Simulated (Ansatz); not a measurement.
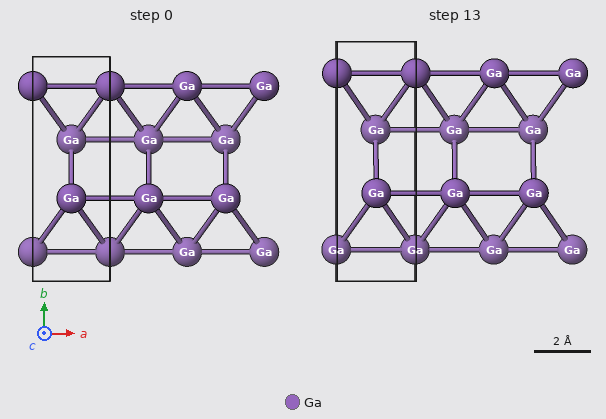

The structure of crystalline Ga (set up in C2/c) before (left) and after (right) a relaxation, at one scale.

Style: ball-and-stick. Shown: the conventional cell (2 times the calculation's cell), repeated 3 × 1 × 1 with one cell outlined, along the c axis. Lengths and directions refer to the drawn axes.

Phase: beta-Ga.

All numbers below come from DFT, RPBE, plane waves (420 eV) with PAW, scalar-relativistic in Ansatz.

Input
```yaml
crystal:
  lattice:
    - [1.383, -4.0265, 0.0]
    - [1.383, 4.0265, 0.0]
    - [-0.11745, 0.0, 3.32993]
  atoms:
    - { symbol: Ga, position: [0.869, 0.131, 0.25] }
    - { symbol: Ga, position: [0.131, 0.869, 0.75] }
hamiltonian:
  xc: rpbe
  pseudopotentials:
    kind: paw
    azcp:
      Ga: "pseudopotentials/Ga.paw.azcp"
basis:
  ecutwfc: 420
  fft_grid_basis: typed
kpoints:
  mp_grid: { grid: [12, 12, 10], shift: [0, 0, 0] }
magnetization:
  spin_polarized: false
scf:
  occupations: { method: fermi_dirac, width: 0.1 }
relax:
  max_steps: 60
  f_tol: 0.01
  cell: {}
```

What changed between the two?

The energy falls by 20.1 meV per atom in 11 accepted moves (13 points after the start). The largest force component goes from 0.19 to under 0.0001 eV/Å. Pressure: 3.79 GPa at the start and 0.00 GPa at the end. The line search rejected the trial step at point 7 of the run. The SCF was repeated once at an unchanged geometry on a basis and grid sized afresh for the cell, which shifted the energy by 0.5 meV per atom at most. The largest moves relative to the cell, 0.012 Å, are those of Ga1 and Ga2. Ga1 goes along +b. The volume changes by +7.4 %, with a 2.766 → 2.821 Å (+2.0 %), b 8.053 → 8.592 Å (+6.7 %), c 3.332 → 3.286 Å (−1.4 %), β 92.0° → 90.0°. Near-neighbour distances that change, for instance: Ga1–Ga2 2.688 → 2.806 Å, Ga1–Ga2 (another image) 2.863 → 2.962 Å, Ga1–Ga1 2.766 → 2.821 Å, Ga1–Ga2 (another image) 2.920 → 2.963 Å. The space group (tolerance 0.01 Å) goes from C2/c (No. 15) to Cmcm (No. 63).
